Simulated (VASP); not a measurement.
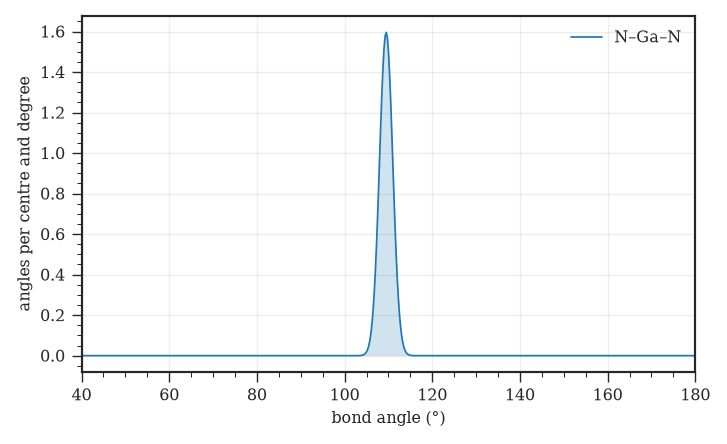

Bond-angle distributions computed from the structure of GaN; each angle is a Gaussian of σ = 1.5°. Bonds counted: Ga–N up to 2.35 Å. It is based on a cell listed in the Materials Project, as set up for an electronic-structure calculation.

### Give the groups of angles for each curve.

N–Ga–N: 109° (6 per centre)

### What coordination geometry do the angles point to, counting the bonds named above alone?

Ga has 4 N neighbours in a tetrahedral arrangement.

The structure has space group F-43m (No. 216); other forms of this composition would give other results.
